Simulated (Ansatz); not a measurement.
SnO: single-point calculation

SnO (P4/nmm, 4 atoms in the cell), computed with DFT PBEsol, scalar-relativistic, plane waves, PAW, no spin polarisation (Ansatz 0.2.0).

The structure derives from a Materials Project entry. It belongs to a series of runs on one base structure; here: the same crystal in its conventional cell. Figures and captions count atoms from 1; the log counts them from 0 in places.

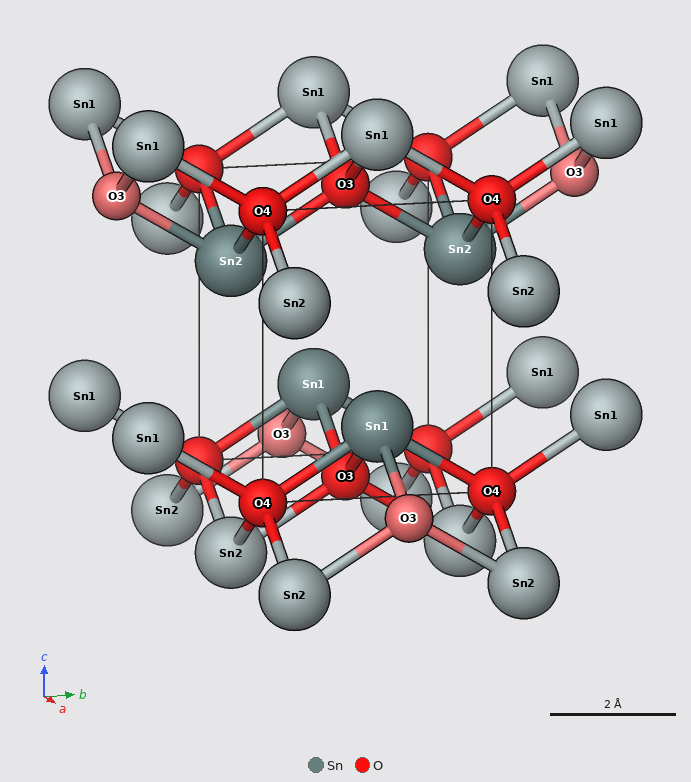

Fig. 1: The structure as given in the input (ball-and-stick view of the cell of the calculation, seen slightly off an axis; neighbours outside the cell are drawn fainter; atoms are numbered from 1 in the order of the input).

### Input
```yaml
crystal:
  lattice:
    - [3.805293971, 0.0, 0.0]
    - [0.0, 3.805293971, 0.0]
    - [0.0, 0.0, 4.7534315654]
  atoms:
    - { symbol: Sn, position: [0.0, 0.5, 0.2423994252] }
    - { symbol: Sn, position: [0.5, 0.0, 0.7576005748] }
    - { symbol: O, position: [0.5, 0.5, 0.0] }
    - { symbol: O, position: [0.0, 0.0, 0.0] }
basis:
  ecutwfc: 420
kpoints:
  mp_grid: { grid: [14, 14, 12] }
hamiltonian:
  xc: pbesol
scf:
  occupations: { method: gaussian, width: 0.1 }
output:
  forces: true
  stress: true
  eigenvalues: true
```

Hardware: 1 thread of Arm Neoverse V2, 240 GiB of memory available, shared host.

Launch command:
```bash
ansatz run input.yaml --threads 1 --pin off --max-ram 2560MiB --backend cpu --events-out ev --progress --plain --runs-dir out
```

### Log
```
Engine: ansatz 0.2.0, aarch64-unknown-linux-gnu
Pseudopotentials: kind: paw
Pseudopotential: Sn, paw, valence charge 14, recommended cutoff 420 eV (normal), Sn.paw.azcp
Pseudopotential: O, paw, valence charge 6, recommended cutoff 420 eV (normal), O.paw.azcp
Functional definition: PBEsol
  exchange = pbesol_x
  correlation = pbesol_c
Crystal: 4 atoms, lattice volume = 68.831 Å³
Basis set: ecut = 420 eV, 1335 PW (Γ), exchange–correlation on 54×54×64 points (8 copies of the dense FFT grid, shifted against one another)
Bands: 24, of which v1, the nominal top of the filled ones, is band 20 counted from 1 (19 counted from 0)
Symmetry: 16 space group operations
Space group: P4/nmm (ITA 129), of the structure as read, at distance tolerance 4.1e-5 Å
k-points: 252 of 2352
Non-local potential: Sn, projectors of the file, l = 0: 2, l = 1: 2, l = 2: 2, l = 3: 2
Non-local potential: O, projectors of the file, l = 0: 2, l = 1: 2, l = 2: 1
PAW form: soft (Blöchl's): semilocal exchange-correlation on the pseudo side does not see the compensation charge
PAW frozen core: Sn, regenerated for the run's functional, and the local potential with it (the file was generated under x = pbe(κ = 0.804, μ = 0.2195149727645171), c = pbe(β = 0.06672455060314922))
PAW frozen core: O, regenerated for the run's functional, and the local potential with it (the file was generated under x = pbe(κ = 0.804, μ = 0.2195149727645171), c = pbe(β = 0.06672455060314922))
PAW one-centre angular grid: Sn, 590 points (default); XC on 64 Gauss nodes
PAW one-centre angular grid: O, 110 points (default); XC on 64 Gauss nodes
Initial density: superposition of atomic densities (neutral atoms: chi_scale 0, normalization atom), corrected by the library's trained network
Initial wavefunctions: pseudopotential atomic-orbital guess
Functional: x = pbesol(κ = 0.804, μ = 0.12345679012345678), c = pbesol(β = 0.046)
SCF iter   1: F=—  HF=-13021.447686 eV  |F-HF|=—  |Δ(HF+E_count)|=         —  Δρ=1.40e-2  dr2=1.12e-1  ethr=1.77e-3  ⟨swp⟩=5.8  Hψ=27265  notcnv=0
preconditioner: auto → Kerker (q_TF=auto, 2.492 Å⁻¹)  [metal: Δε(μ)=0.058 eV  Ē_g=17.990 eV  σ=0.100 eV  W_gap=0.32  n_scr=18 (ndim 8)  ℏωp=28.3 eV  f_vac=0.013  D(μ)=0.24/eV (n_scr^D=0)]
SCF iter   2: F=—  HF=-13021.421232 eV  |F-HF|=—  |Δ(HF+E_count)|=   2.65e-2  Δρ=2.40e-3  dr2=2.53e-3  ethr=2.80e-4  ⟨swp⟩=2.0  Hψ=10713  notcnv=0
preconditioner: auto → Resta (q_TF=auto, 2.492 Å⁻¹)  ε∞=3.5  [insulator: Δε(μ)=0.126 eV  Ē_g=18.030 eV  σ=0.100 eV  W_gap=0.59  n_scr=18 (ndim 8)  ℏωp=28.3 eV  f_vac=0.013  D(μ)=0.16/eV (n_scr^D=0)  ε∞_Penn≈3.5]
SCF iter   3: F=—  HF=-13021.420914 eV  |F-HF|=—  |Δ(HF+E_count)|=   3.17e-4  Δρ=1.05e-3  dr2=5.91e-4  ethr=6.33e-6  ⟨swp⟩=3.0  Hψ=11281  notcnv=0
SCF iter   4: F=—  HF=-13021.420938 eV  |F-HF|=—  |Δ(HF+E_count)|=   2.34e-5  Δρ=2.50e-4  dr2=5.10e-5  ethr=1.48e-6  ⟨swp⟩=2.0  Hψ=11059  notcnv=0
SCF iter   5: F=—  HF=-13021.420909 eV  |F-HF|=—  |Δ(HF+E_count)|=   2.89e-5  Δρ=5.20e-5  dr2=2.69e-6  ethr=1.28e-7  ⟨swp⟩=2.8  Hψ=11104  notcnv=0
SCF iter   6: F=-13021.420910 eV  HF=-13021.420910 eV  |F-HF|=2.17e-8  |Δ(HF+E_count)|=   1.72e-6  Δρ=1.18e-5  dr2=9.27e-8  ethr=2.50e-10  ⟨swp⟩=3.9  Hψ=25926  notcnv=0
SCF 1 converged in 6 iterations: F = -13021.420910 eV  dr2 = 9.27e-8
  greatest PAW one-centre occupation: 0.994 electrons in one spin orbital (limit 2), on the Sn atom at site 1 (counted from 0), in its partial waves of l = 2
SCF converged after 6 iterations
Free energy (F): -13021.420910 eV
Harris-Foulkes:  -13021.420910 eV  (|F-HF|=2.17e-8)
Internal energy: -13021.420112 eV  (E = F + TS)
E sigma→0 (E₀):  -13021.420511 eV
Entropy (-TS):   -0.000798 eV (-0.199 meV/atom)
Fermi energy:    10.132760 eV
--- Per-component energies (eV) ---
  E_band       = -179.554916
  E_kinetic    = 723.746810
  E_local      = -2594.292748  (includes V_loc(G=0)·N_el)
  E_nonlocal   = 36.354914
  E_hartree    = 1408.276236
  E_xc         = -904.381858
  E_vxc        = -380.999746  (∫ρ·V_xc dr)
  E_paw        = -8435.145069  (= ΣΔE_a)
  E_vpaw       = -780.918061  (= ΣTr[D̂ρ^β])
  E_aug_tail   = 0.004790  (compensation charges beyond the density's cutoff)
  E_ewald      = -3256.623444
  E_core_change = 0.640255  (= ΣΔE_core)
  E_smearing   = -0.000798  (= −TS)
  E_closure    = 0.000000  (closes the sum)
  Σ components = -13021.420910   (vs F -13021.420910, Δ=0.00e0)
--- Forces (eV/Å), atoms counted from 1 ---
  atom   1  Sn     0.00000000     0.00000000     0.00088263
  atom   2  Sn    -0.00000000     0.00000000    -0.00088263
  atom   3  O     -0.00000000     0.00000000     0.00000000
  atom   4  O      0.00000000     0.00000000     0.00000000
  max |Σ_I F_I| component: 5.55e-17 eV/Å
--- Stress (GPa, compression-positive) ---
        0.012859       0.000000      -0.000000
        0.000000       0.012859      -0.000000
       -0.000000      -0.000000      -0.020440
  P = ⅓ Tr σ = 0.0018 GPa (0.018 kbar)
--- Band table (eV; the first three rows and the last of 252) ---
  k-point 0: bands = ["-11.8780", "-11.4337", "-11.4337", "-11.4292", "-11.3865", "-11.3763", "-11.3247", "-11.3188", "-11.2972", "-11.2972", "-10.1140", "-7.3914", "2.4190", "3.2272", "3.7445", "3.7445", "6.5862", "6.8948", "6.8948", "10.0746", "12.2249", "14.6017", "14.6267", "14.6267"]
  k-point 1: bands = ["-11.8766", "-11.4319", "-11.4319", "-11.4306", "-11.3856", "-11.3753", "-11.3256", "-11.3197", "-11.2993", "-11.2993", "-10.1110", "-7.3914", "2.1089", "3.6095", "3.7535", "3.7535", "6.5813", "6.8939", "6.8939", "10.0307", "12.1087", "14.3614", "14.3614", "14.6375"]
  k-point 2: bands = ["-11.8728", "-11.4345", "-11.4266", "-11.4266", "-11.3828", "-11.3724", "-11.3285", "-11.3225", "-11.3053", "-11.3053", "-10.1025", "-7.3916", "1.6529", "3.7775", "3.7775", "4.2809", "6.5652", "6.8910", "6.8910", "9.8665", "11.8709", "13.8978", "13.8978", "14.5993"]
  k-point 251: bands = ["-11.7884", "-11.7884", "-11.3943", "-11.3943", "-11.3656", "-11.3656", "-11.3390", "-11.3390", "-11.2960", "-11.2960", "-8.2932", "-8.2932", "1.0273", "1.0273", "4.3888", "4.3888", "7.2709", "7.2709", "7.5645", "7.5645", "12.3471", "12.3471", "14.2273", "14.2273"]
```

### Summary

```csv
quantity,value
outcome,converged
space group (tolerance 0.01 Å),P4/nmm (129)
electrons treated,40
free energy,−13021.4209 eV
Fermi energy,10.133 eV
gap on the k-point mesh,none (metallic)
pressure,0.00 GPa
largest force (length of the vector),0.001 eV/Å
wall time,21 s
peak memory,0.61 GiB
```
